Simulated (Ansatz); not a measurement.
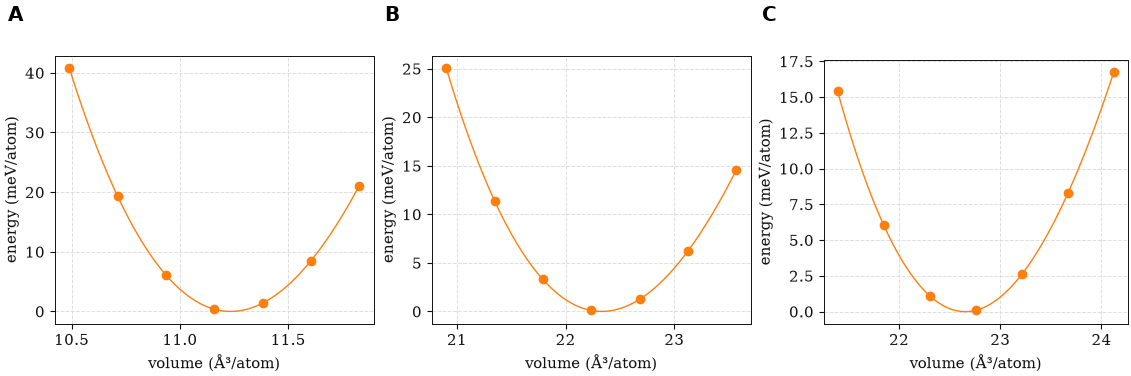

Each panel shows the energy against volume for one of these solids: Cu, P-3m1 (No. 164); ZnSe, F-43m (No. 216); ZrO₂, P4_2/nmc (No. 137).

Method: plane-wave DFT, no spin polarisation; energies at scaled volumes of the given cell, shape and fractions fixed, counted from the fit's minimum, third-order Birch-Murnaghan fit (Ansatz 0.2.0). Level: PBE with D4.

Match the panels to the solids.

A is ZrO₂ (energy from 0.39 meV/atom to 40.84 meV/atom, V0 11.23 Å³/atom, B0 235 GPa); B is Cu (energy from 0.12 meV/atom to 25.10 meV/atom, V0 22.33 Å³/atom, B0 76.2 GPa); C is ZnSe (energy from 0.09 meV/atom to 16.75 meV/atom, V0 22.65 Å³/atom, B0 63.3 GPa).

For Cu, limits of the calculation: shape and atomic fractions are frozen while scaling, which makes layered, chain and framework solids too stiff.

For ZrO₂, limits of the calculation: shape and atomic fractions are frozen while scaling, which makes layered, chain and framework solids too stiff.
